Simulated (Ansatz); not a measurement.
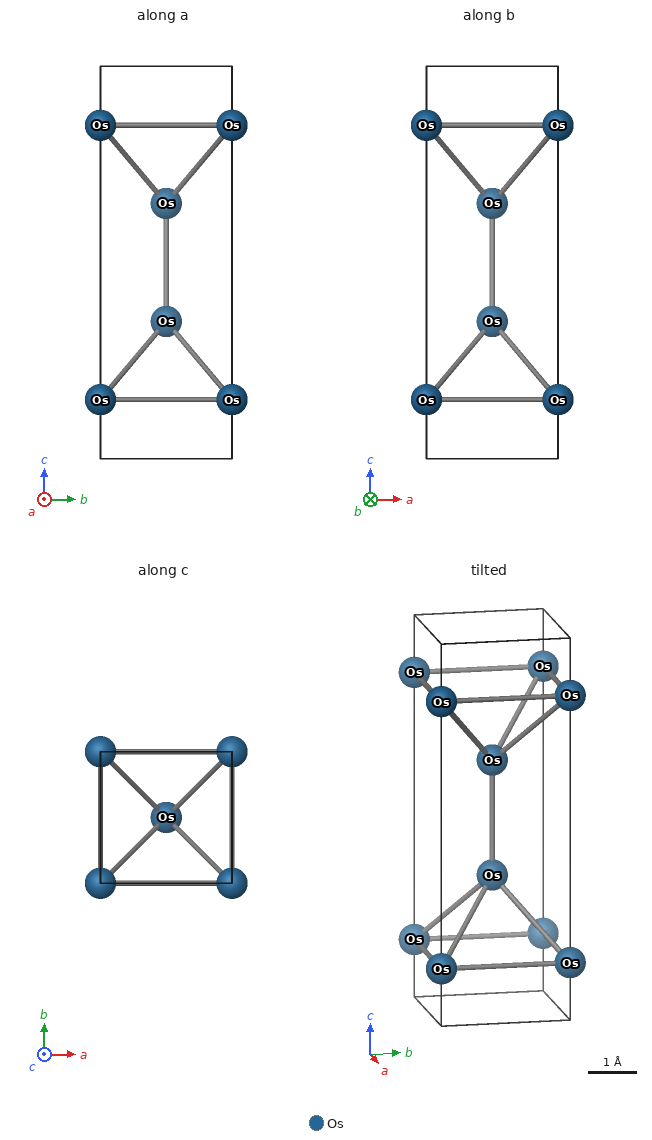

Drawn in the ball-and-stick manner and seen along the a axis, along the b axis, along the c axis and slightly off an axis. Atoms at the boundary of the conventional unit cell (the box) are drawn once for each face, edge or corner they touch.

Lattice parameters: a = 2.7875 Å, b = 2.7875 Å, c = 8.3123 Å, α = 90.000°, β = 90.000°, γ = 90.000°.

**Write down what is shown as a CIF in P1 with every atom of the cell, with free fractional coordinates to two decimals.**

```cif
data_structure
_symmetry_space_group_name_H-M 'P 1'
_symmetry_Int_Tables_number 1
_cell_length_a 2.7875
_cell_length_b 2.7875
_cell_length_c 8.3123
_cell_angle_alpha 90.000
_cell_angle_beta 90.000
_cell_angle_gamma 90.000
_cell_volume 64.59
loop_
_atom_site_label
_atom_site_type_symbol
_atom_site_fract_x
_atom_site_fract_y
_atom_site_fract_z
_atom_site_occupancy
Os1 Os 0.50 0.50 0.35 1
Os2 Os 0.00 0.00 0.15 1
Os3 Os 0.00 0.00 0.85 1
Os4 Os 0.50 0.50 0.65 1
```

The structure was taken from a structure type filled with this element by a generator (whether the element takes this form wasn't checked). It is drawn as it came out of a relaxation with DFT PBE, scalar-relativistic, plane waves, PAW (Ansatz 0.2.0).
